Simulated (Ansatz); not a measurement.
## Geometry relaxation of Zn12HO12 (part 2 of 4)

Continued. System: Zn12HO12 (slab, 25 atoms in the cell). Method: DFT PBE+D3(BJ), scalar-relativistic, plane waves, PAW, spin-polarised (Ansatz 0.2.0); cutoff 420 eV, 4×5×1 k-mesh, Gaussian smearing of 0.05 eV, collinear spins. The structure derives from an entry of the Crystallography Open Database. The input holds or restrains some coordinates.

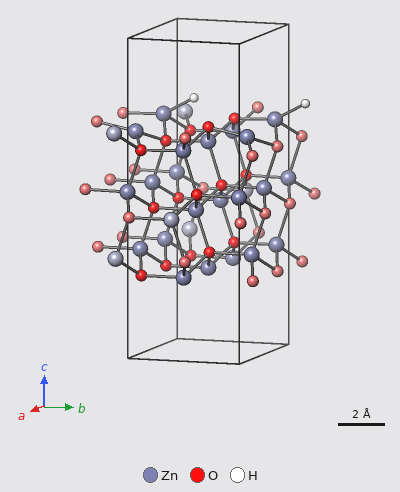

*The geometry at step 7 of the log (ball-and-stick view of the cell of the calculation, with the vacuum cut short, seen slightly off an axis; neighbours outside the cell are drawn fainter).*

**Log, continued**
```
SCF iter   1: F=—  HF=-46676.447728 eV  |F-HF|=—  |Δ(HF+E_count)|=         —  Δρ=4.46e-2 (↑4.46e-2 ↓4.34e-2)  dr2=7.82e1  dr2_m=9.92e-2  M=0.900 μB ∫|m|=0.917 μB  β_m=0.30  ethr=3.10e-3  p=-0.000 e·Å  D=-2.45e-6 V/Å  ΔV_dip=0.00 eV  dr2_dipole=5.61e-2  V_vac-E_F(+/−)=6.46/6.46 eV  ⟨swp⟩=7.0  Hψ=13145  notcnv=0  defer=214
efield: sawtooth ramp at fractional position 0.9106 (placed from the atoms, in the widest stretch of the axis that holds none; the zero of the levels goes with the place), width 0.1000; the density the first Hamiltonian is built on has a dipole p = -0.000 e·Å; the dipole correction subtracts the counter field D = -2.45e-6 V/Å, which shifts the + side's vacuum level by +0.00 eV against the − side's; the planar-averaged density in the ramp window peaks in size at 5.2e-6 e/Å³
preconditioner: auto → Resta (q_TF=auto, 2.162 Å⁻¹)  ε∞=3.4  [insulator: Δε(μ)=0.291 eV  Ē_g=12.014 eV  σ=0.050 eV  W_gap=0.50  n_scr=142 (ndim 8)  ℏωp=18.5 eV  f_vac=0.629  D(μ)=1.15/eV (n_scr^D=2)  ε∞_Penn≈3.4  vacuum switching on, ρ_ref=1.0e-2 e/Å³]
spin=Collinear: Resta preconditioning applied to the charge; magnetization (m = ρ↑ − ρ↓) channel mixes plain (no charge-response kernel on spin).
SCF iter   2: F=—  HF=-46657.511597 eV  |F-HF|=—  |Δ(HF+E_count)|=    1.89e1  Δρ=1.54e-2 (↑1.54e-2 ↓1.51e-2)  dr2=9.83e0  dr2_m=7.87e-2  M=0.873 μB ∫|m|=0.894 μB  β_m=0.30  ethr=3.10e-3  p=-0.088 e·Å  D=-1.81e-2 V/Å  ΔV_dip=0.46 eV  dr2_dipole=7.18e-3  V_vac-E_F(+/−)=5.58/5.12 eV  ⟨swp⟩=3.0  Hψ=6034  notcnv=0  defer=442  κ⁻¹=1.0e0(r=1)
SCF iter   3: F=—  HF=-46655.273174 eV  |F-HF|=—  |Δ(HF+E_count)|=    2.24e0  Δρ=1.05e-2 (↑9.79e-3 ↓1.05e-2)  dr2=1.78e0  dr2_m=5.57e-2  M=0.744 μB ∫|m|=0.795 μB  β_m=0.30  ethr=3.10e-3  p=-0.135 e·Å  D=-2.78e-2 V/Å  ΔV_dip=0.71 eV  dr2_dipole=5.84e-3  V_vac-E_F(+/−)=5.16/4.45 eV  ⟨swp⟩=2.3  Hψ=4253  notcnv=0  defer=447  κ⁻¹=1.1e-2(r=2)
SCF iter   4: F=—  HF=-46654.918113 eV  |F-HF|=—  |Δ(HF+E_count)|=   3.55e-1  Δρ=3.48e-3 (↑3.23e-3 ↓3.48e-3)  dr2=2.15e-1  dr2_m=3.87e-2  M=0.767 μB ∫|m|=0.804 μB  β_m=0.30  ethr=8.22e-4  p=-0.086 e·Å  D=-1.78e-2 V/Å  ΔV_dip=0.45 eV  dr2_dipole=1.75e-3  V_vac-E_F(+/−)=4.89/4.44 eV  ⟨swp⟩=3.5  Hψ=4987  notcnv=0  defer=446  κ⁻¹=2.8e-3(r=3)
SCF iter   5: F=—  HF=-46654.932960 eV  |F-HF|=—  |Δ(HF+E_count)|=   1.48e-2  Δρ=2.07e-3 (↑2.07e-3 ↓2.04e-3)  dr2=2.46e-2  dr2_m=2.64e-2  M=0.677 μB ∫|m|=0.736 μB  β_m=0.30  ethr=9.93e-5  p=-0.091 e·Å  D=-1.89e-2 V/Å  ΔV_dip=0.48 eV  dr2_dipole=1.40e-5  V_vac-E_F(+/−)=4.80/4.32 eV  ⟨swp⟩=2.1  Hψ=5489  notcnv=0  defer=445  κ⁻¹=7.8e-4(r=4)
SCF iter   6: F=—  HF=-46654.962477 eV  |F-HF|=—  |Δ(HF+E_count)|=   2.95e-2  Δρ=1.70e-3 (↑1.70e-3 ↓1.56e-3)  dr2=1.01e-2  dr2_m=1.81e-2  M=0.622 μB ∫|m|=0.692 μB  β_m=0.30  ethr=1.13e-5  p=-0.090 e·Å  D=-1.87e-2 V/Å  ΔV_dip=0.48 eV  dr2_dipole=8.48e-6  V_vac-E_F(+/−)=4.78/4.30 eV  ⟨swp⟩=2.1  Hψ=5081  notcnv=0  defer=443  κ⁻¹=3.0e-5(r=5)
SCF iter   7: F=—  HF=-46654.982360 eV  |F-HF|=—  |Δ(HF+E_count)|=   1.99e-2  Δρ=1.22e-3 (↑1.19e-3 ↓1.22e-3)  dr2=1.74e-3  dr2_m=1.13e-2  M=0.604 μB ∫|m|=0.674 μB  β_m=0.30  ethr=4.65e-6  p=-0.086 e·Å  D=-1.77e-2 V/Å  ΔV_dip=0.45 eV  dr2_dipole=1.61e-4  V_vac-E_F(+/−)=4.76/4.30 eV  ⟨swp⟩=2.1  Hψ=5004  notcnv=0  defer=443  κ⁻¹=5.2e-6(r=6)
SCF iter   8: F=—  HF=-46654.991826 eV  |F-HF|=—  |Δ(HF+E_count)|=   9.47e-3  Δρ=1.08e-3 (↑1.08e-3 ↓1.05e-3)  dr2=7.82e-4  dr2_m=8.95e-3  M=0.544 μB ∫|m|=0.628 μB  β_m=0.30  ethr=8.03e-7  p=-0.088 e·Å  D=-1.83e-2 V/Å  ΔV_dip=0.47 eV  dr2_dipole=3.76e-5  V_vac-E_F(+/−)=4.74/4.27 eV  ⟨swp⟩=2.9  Hψ=5332  notcnv=0  defer=443  κ⁻¹=3.7e-6(r=7)
SCF iter   9: F=—  HF=-46654.999169 eV  |F-HF|=—  |Δ(HF+E_count)|=   7.34e-3  Δρ=9.41e-4 (↑9.41e-4 ↓8.84e-4)  dr2=6.53e-4  dr2_m=6.55e-3  M=0.516 μB ∫|m|=0.603 μB  β_m=1.20  ethr=3.60e-7  p=-0.088 e·Å  D=-1.82e-2 V/Å  ΔV_dip=0.47 eV  dr2_dipole=5.84e-5  V_vac-E_F(+/−)=4.72/4.26 eV  ⟨swp⟩=2.9  Hψ=5702  notcnv=0  defer=443
Mixer restart at iter 9: flushing history
spin-set hold released at iteration 9 (site moments contracting): the magnetisation degrees of freedom join the quasi-Newton model from the next iteration; the mixer history was flushed
SCF iter  10: F=—  HF=-46655.012014 eV  |F-HF|=—  |Δ(HF+E_count)|=   1.28e-2  Δρ=2.76e-4 (↑2.35e-4 ↓2.76e-4)  dr2=4.49e-4  dr2_m=3.78e-4  M=0.500 μB ∫|m|=0.570 μB  β_m=1.20  ethr=3.01e-7  p=-0.086 e·Å  D=-1.78e-2 V/Å  ΔV_dip=0.45 eV  dr2_dipole=2.28e-5  V_vac-E_F(+/−)=4.66/4.21 eV  ⟨swp⟩=4.1  Hψ=7605  notcnv=0  defer=443  κ⁻¹=1.0e0(r=1)
density mixer auto → broyden: no gap read (density of states about μ 0.16 of a free-electron gas's, 142 screened modes)
SCF iter  11: F=—  HF=-46655.012916 eV  |F-HF|=—  |Δ(HF+E_count)|=   9.02e-4  Δρ=1.06e-4 (↑1.06e-4 ↓9.59e-5)  dr2=1.91e-4  dr2_m=6.43e-6  M=0.498 μB ∫|m|=0.559 μB  β_m=1.20  ethr=2.07e-7  p=-0.088 e·Å  D=-1.82e-2 V/Å  ΔV_dip=0.46 eV  dr2_dipole=1.21e-5  V_vac-E_F(+/−)=4.65/4.19 eV  ⟨swp⟩=3.0  Hψ=6586  notcnv=0  defer=443  κ⁻¹=5.3e-2(r=2)
SCF iter  12: F=—  HF=-46655.013303 eV  |F-HF|=—  |Δ(HF+E_count)|=   3.87e-4  Δρ=6.32e-5 (↑5.85e-5 ↓6.32e-5)  dr2=6.40e-5  dr2_m=1.21e-6  M=0.497 μB ∫|m|=0.556 μB  β_m=1.20  ethr=8.82e-8  p=-0.090 e·Å  D=-1.85e-2 V/Å  ΔV_dip=0.47 eV  dr2_dipole=5.69e-7  V_vac-E_F(+/−)=4.65/4.18 eV  ⟨swp⟩=2.0  Hψ=4696  notcnv=0  defer=443  κ⁻¹=9.2e-3(r=3)
SCF iter  13: F=—  HF=-46655.013492 eV  |F-HF|=—  |Δ(HF+E_count)|=   1.89e-4  Δρ=2.82e-5 (↑2.82e-5 ↓2.69e-5)  dr2=1.49e-5  dr2_m=1.36e-7  M=0.497 μB ∫|m|=0.555 μB  β_m=1.20  ethr=1.04e-8  p=-0.090 e·Å  D=-1.87e-2 V/Å  ΔV_dip=0.48 eV  dr2_dipole=1.26e-10  V_vac-E_F(+/−)=4.65/4.18 eV  ⟨swp⟩=26.7  Hψ=37457  notcnv=0  κ⁻¹=1.7e-3(r=4)
SCF iter  14: F=-46655.013534 eV  HF=-46655.013533 eV  |F-HF|=1.26e-6  |Δ(HF+E_count)|=   4.09e-5  Δρ=8.32e-6 (↑7.54e-6 ↓8.32e-6)  dr2=1.59e-6  dr2_m=4.07e-8  M=0.496 μB ∫|m|=0.555 μB  ethr=6.86e-9  p=-0.091 e·Å  D=-1.88e-2 V/Å  ΔV_dip=0.48 eV  dr2_dipole=3.49e-8  V_vac-E_F(+/−)=4.66/4.18 eV  ⟨swp⟩=14.9  Hψ=26936  notcnv=0
SCF 1 converged in 14 iterations: F = -46655.013534 eV  dr2 = 1.59e-6
  greatest PAW one-centre occupation: 0.989 electrons in one spin orbital (limit 2), on the Zn atom at site 20 (counted from 0), in its partial waves of l = 2
relax step   1: F+E_penalty+E_count = -46655.01353383 eV  Δ(F+E_penalty+E_count) = +0.000e0 eV  max|allowed force component| = 1.910e0 eV/Å  Δτ_max = 0.0000 Å  (14 SCF iters, dr2 threshold 2.25e-5 eV, accepted)
Initial density: handed on by an earlier stage of this run
Starting moments: Σ|m| = 1 μB on 1 of 25 sites; this step starts from the density that it was given
Initial wavefunctions: those handed on with the density
iter 1 solved again at ethr=1.64e-5 eV; its pass at ethr=3.10e-3 eV (dr2=3.56e-2 eV) is discarded
SCF iter   1: F=—  HF=-46655.221409 eV  |F-HF|=—  |Δ(HF+E_count)|=         —  Δρ=2.05e-3 (↑1.44e-3 ↓2.05e-3)  dr2=3.65e-2  dr2_m=1.59e-2  M=0.587 μB ∫|m|=0.648 μB  β_m=1.20  ethr=1.64e-5  p=-0.091 e·Å  D=-1.88e-2 V/Å  ΔV_dip=0.48 eV  dr2_dipole=1.46e-3  V_vac-E_F(+/−)=4.87/4.39 eV  ⟨swp⟩=1.1  Hψ=11611  notcnv=0  defer=434
efield: sawtooth ramp at fractional position 0.9106 (handed on by an earlier solve), width 0.1000; the density the first Hamiltonian is built on has a dipole p = -0.091 e·Å; the dipole correction subtracts the counter field D = -1.88e-2 V/Å, which shifts the + side's vacuum level by +0.48 eV against the − side's; the planar-averaged density in the ramp window peaks in size at 7.3e-6 e/Å³
preconditioner: auto → LDOS  [metal: Δε(μ)=0.012 eV  Ē_g=11.599 eV  σ=0.050 eV  W_gap=0.14  n_scr=142 (ndim 8)  ℏωp=18.5 eV  f_vac=0.638  D(μ)=4.28/eV (n_scr^D=6)]
spin=Collinear: LDOS preconditioning applied to the charge; magnetization (m = ρ↑ − ρ↓) channel mixes plain (no charge-response kernel on spin).
SCF iter   2: F=—  HF=-46655.264033 eV  |F-HF|=—  |Δ(HF+E_count)|=   4.26e-2  Δρ=7.80e-4 (↑7.22e-4 ↓7.80e-4)  dr2=2.03e-2  dr2_m=1.31e-4  M=0.595 μB ∫|m|=0.653 μB  β_m=1.20  ethr=1.64e-5  p=-0.093 e·Å  D=-1.91e-2 V/Å  ΔV_dip=0.49 eV  dr2_dipole=1.11e-3  V_vac-E_F(+/−)=4.86/4.37 eV  ⟨swp⟩=2.8  Hψ=5203  notcnv=0  defer=434  κ⁻¹=1.0e0(r=1)
density mixer auto → broyden: no gap read (density of states about μ 0.16 of a free-electron gas's, 142 screened modes)
SCF iter   3: F=—  HF=-46655.262460 eV  |F-HF|=—  |Δ(HF+E_count)|=   1.57e-3  Δρ=5.37e-4 (↑4.50e-4 ↓5.37e-4)  dr2=9.37e-3  dr2_m=9.11e-5  M=0.571 μB ∫|m|=0.634 μB  β_m=1.20  ethr=9.36e-6  p=-0.094 e·Å  D=-1.94e-2 V/Å  ΔV_dip=0.50 eV  dr2_dipole=4.64e-4  V_vac-E_F(+/−)=4.85/4.35 eV  ⟨swp⟩=2.0  Hψ=3790  notcnv=0  defer=435  κ⁻¹=1.3e-1(r=2)
SCF iter   4: F=—  HF=-46655.262213 eV  |F-HF|=—  |Δ(HF+E_count)|=   2.47e-4  Δρ=2.76e-4 (↑1.79e-4 ↓2.76e-4)  dr2=1.49e-3  dr2_m=8.42e-5  M=0.515 μB ∫|m|=0.586 μB  β_m=1.20  ethr=4.32e-6  p=-0.095 e·Å  D=-1.95e-2 V/Å  ΔV_dip=0.50 eV  dr2_dipole=6.83e-7  V_vac-E_F(+/−)=4.80/4.30 eV  ⟨swp⟩=2.0  Hψ=4920  notcnv=0  defer=437  κ⁻¹=1.6e-2(r=3)
SCF iter   5: F=—  HF=-46655.262599 eV  |F-HF|=—  |Δ(HF+E_count)|=   3.86e-4  Δρ=1.65e-4 (↑1.60e-4 ↓1.65e-4)  dr2=8.49e-4  dr2_m=5.64e-6  M=0.504 μB ∫|m|=0.570 μB  β_m=1.20  ethr=6.87e-7  p=-0.093 e·Å  D=-1.92e-2 V/Å  ΔV_dip=0.49 eV  dr2_dipole=1.36e-6  V_vac-E_F(+/−)=4.78/4.29 eV  ⟨swp⟩=2.0  Hψ=4769  notcnv=0  defer=442  κ⁻¹=6.9e-3(r=4)
SCF iter   6: F=—  HF=-46655.262790 eV  |F-HF|=—  |Δ(HF+E_count)|=   1.90e-4  Δρ=1.58e-4 (↑1.58e-4 ↓1.05e-4)  dr2=4.66e-4  dr2_m=1.94e-5  M=0.502 μB ∫|m|=0.565 μB  β_m=1.20  ethr=3.91e-7  p=-0.092 e·Å  D=-1.89e-2 V/Å  ΔV_dip=0.48 eV  dr2_dipole=2.49e-6  V_vac-E_F(+/−)=4.77/4.28 eV  ⟨swp⟩=2.0  Hψ=3931  notcnv=0  defer=442  κ⁻¹=1.5e-3(r=5)
SCF iter   7: F=—  HF=-46655.262934 eV  |F-HF|=—  |Δ(HF+E_count)|=   1.45e-4  Δρ=9.31e-5 (↑9.31e-5 ↓8.45e-5)  dr2=1.90e-4  dr2_m=1.26e-6  M=0.502 μB ∫|m|=0.567 μB  β_m=1.20  ethr=2.15e-7  p=-0.091 e·Å  D=-1.88e-2 V/Å  ΔV_dip=0.48 eV  dr2_dipole=2.81e-7  V_vac-E_F(+/−)=4.76/4.28 eV  ⟨swp⟩=2.0  Hψ=4799  notcnv=0  defer=443  κ⁻¹=7.3e-4(r=6)
iter 8 did not close the SCF: its close was put off for a magnetic moment that had not settled (scf_convergence_deferred on its scf_iter line)
SCF iter   8: F=-46655.263015 eV  HF=-46655.262974 eV  |F-HF|=4.12e-5  |Δ(HF+E_count)|=   3.96e-5  Δρ=6.21e-5 (↑5.45e-5 ↓6.21e-5)  dr2=8.80e-5  dr2_m=6.51e-7  M=0.502 μB ∫|m|=0.567 μB  β_m=1.20  ethr=4.61e-8  p=-0.091 e·Å  D=-1.87e-2 V/Å  ΔV_dip=0.48 eV  dr2_dipole=7.78e-7  V_vac-E_F(+/−)=4.76/4.28 eV  ⟨swp⟩=20.3  Hψ=29724  notcnv=0  κ⁻¹=4.5e-4(r=7)
iter 9 did not close the SCF: its close was put off for a magnetic moment that had not settled (scf_convergence_deferred on its scf_iter line)
SCF iter   9: F=-46655.263029 eV  HF=-46655.263011 eV  |F-HF|=1.76e-5  |Δ(HF+E_count)|=   3.72e-5  Δρ=3.99e-5 (↑3.58e-5 ↓3.99e-5)  dr2=3.93e-5  dr2_m=4.86e-7  M=0.502 μB ∫|m|=0.566 μB  β_m=1.20  ethr=4.06e-8  p=-0.091 e·Å  D=-1.87e-2 V/Å  ΔV_dip=0.48 eV  dr2_dipole=7.65e-7  V_vac-E_F(+/−)=4.76/4.28 eV  ⟨swp⟩=14.4  Hψ=27230  notcnv=0  κ⁻¹=1.4e-4(r=8)
iter 10 did not close the SCF: its close was put off for a magnetic moment that had not settled (scf_convergence_deferred on its scf_iter line)
SCF iter  10: F=-46655.263035 eV  HF=-46655.263026 eV  |F-HF|=8.96e-6  |Δ(HF+E_count)|=   1.47e-5  Δρ=2.89e-5 (↑2.84e-5 ↓2.89e-5)  dr2=2.25e-5  dr2_m=3.06e-7  M=0.502 μB ∫|m|=0.566 μB  β_m=1.20  ethr=1.81e-8  p=-0.091 e·Å  D=-1.88e-2 V/Å  ΔV_dip=0.48 eV  dr2_dipole=4.75e-7  V_vac-E_F(+/−)=4.76/4.28 eV  ⟨swp⟩=12.4  Hψ=25903  notcnv=0  κ⁻¹=1.6e-4(r=8)
SCF iter  11: F=-46655.263041 eV  HF=-46655.263031 eV  |F-HF|=9.30e-6  |Δ(HF+E_count)|=   5.77e-6  Δρ=1.74e-5 (↑1.73e-5 ↓1.74e-5)  dr2=8.37e-6  dr2_m=9.17e-8  M=0.502 μB ∫|m|=0.567 μB  ethr=1.04e-8  p=-0.091 e·Å  D=-1.88e-2 V/Å  ΔV_dip=0.48 eV  dr2_dipole=1.23e-7  V_vac-E_F(+/−)=4.76/4.28 eV  ⟨swp⟩=12.5  Hψ=25909  notcnv=0
SCF 2 converged in 11 iterations: F = -46655.263041 eV  dr2 = 8.37e-6
[... from here on the iterations of each SCF are left out, up to the last one ...]
relax step   2: F+E_penalty+E_count = -46655.26304076 eV  Δ(F+E_penalty+E_count) = -2.495e-1 eV  max|allowed force component| = 9.809e-1 eV/Å  Δτ_max = 0.1382 Å  (11 SCF iters, dr2 threshold 1.00e-4 eV, accepted)
[... from here on the SCF iterations and repeated set-up lines of each step are left out, up to the last step ...]
SCF 3 converged in 7 iterations: F = -46655.493863 eV  dr2 = 1.98e-5
relax step   3: F+E_penalty+E_count = -46655.49386283 eV  Δ(F+E_penalty+E_count) = -2.308e-1 eV  max|allowed force component| = 6.616e-1 eV/Å  Δτ_max = 0.1919 Å  (7 SCF iters, dr2 threshold 6.01e-5 eV, accepted)
SCF 4 converged in 9 iterations: F = -46655.656941 eV  dr2 = 5.75e-7
relax step   4: F+E_penalty+E_count = -46655.65694145 eV  Δ(F+E_penalty+E_count) = -1.631e-1 eV  max|allowed force component| = 5.163e-1 eV/Å  Δτ_max = 0.1961 Å  (9 SCF iters, dr2 threshold 1.00e-4 eV, accepted)
SCF 5 converged in 6 iterations: F = -46655.819282 eV  dr2 = 3.79e-5
relax step   5: F+E_penalty+E_count = -46655.81928161 eV  Δ(F+E_penalty+E_count) = -1.623e-1 eV  max|allowed force component| = 4.251e-1 eV/Å  Δτ_max = 0.2000 Å  (6 SCF iters, dr2 threshold 1.00e-4 eV, accepted)
SCF 6 converged in 6 iterations: F = -46655.952875 eV  dr2 = 4.00e-5
relax step   6: F+E_penalty+E_count = -46655.95287521 eV  Δ(F+E_penalty+E_count) = -1.336e-1 eV  max|allowed force component| = 3.197e-1 eV/Å  Δτ_max = 0.1981 Å  (6 SCF iters, dr2 threshold 1.00e-4 eV, accepted)
SCF 7 converged in 7 iterations: F = -46656.017507 eV  dr2 = 1.01e-5
relax step   7: F+E_penalty+E_count = -46656.01750683 eV  Δ(F+E_penalty+E_count) = -6.463e-2 eV  max|allowed force component| = 1.372e-1 eV/Å  Δτ_max = 0.2000 Å  (7 SCF iters, dr2 threshold 5.78e-5 eV, accepted)
SCF 8 converged in 11 iterations: F = -46656.039337 eV  dr2 = 3.02e-8
relax step   8: F+E_penalty+E_count = -46656.03933711 eV  Δ(F+E_penalty+E_count) = -2.183e-2 eV  max|allowed force component| = 1.365e-1 eV/Å  Δτ_max = 0.2000 Å  (11 SCF iters, dr2 threshold 3.46e-6 eV, accepted)
SCF 9 converged in 10 iterations: F = -46656.046689 eV  dr2 = 1.52e-7
relax step   9: F+E_penalty+E_count = -46656.04668865 eV  Δ(F+E_penalty+E_count) = -7.352e-3 eV  max|allowed force component| = 1.583e-1 eV/Å  Δτ_max = 0.1096 Å  (10 SCF iters, dr2 threshold 3.43e-6 eV, accepted)
SCF 10 converged in 14 iterations: F = -46656.064741 eV  dr2 = 3.24e-7
relax step  10: F+E_penalty+E_count = -46656.06474124 eV  Δ(F+E_penalty+E_count) = -1.805e-2 eV  max|allowed force component| = 1.691e-1 eV/Å  Δτ_max = 0.1952 Å  (14 SCF iters, dr2 threshold 2.48e-5 eV, accepted)
SCF 11 converged in 13 iterations: F = -46656.084337 eV  dr2 = 1.32e-6
relax step  11: F+E_penalty+E_count = -46656.08433703 eV  Δ(F+E_penalty+E_count) = -1.960e-2 eV  max|allowed force component| = 1.874e-1 eV/Å  Δτ_max = 0.1969 Å  (13 SCF iters, dr2 threshold 2.86e-5 eV, accepted)
SCF 12 converged in 16 iterations: F = -46656.096476 eV  dr2 = 2.44e-6
relax step  12: F+E_penalty+E_count = -46656.09647581 eV  Δ(F+E_penalty+E_count) = -1.214e-2 eV  max|allowed force component| = 1.395e-1 eV/Å  Δτ_max = 0.1958 Å  (16 SCF iters, dr2 threshold 3.51e-5 eV, accepted)
SCF 13 converged in 12 iterations: F = -46656.090221 eV  dr2 = 4.05e-6
relax step  13: F+E_penalty+E_count = -46656.09022080 eV  Δ(F+E_penalty+E_count) = +6.255e-3 eV  max|allowed force component| = 3.341e-1 eV/Å  Δτ_max = 0.0922 Å  (12 SCF iters, dr2 threshold 1.08e-5 eV, rejected (line search))
```
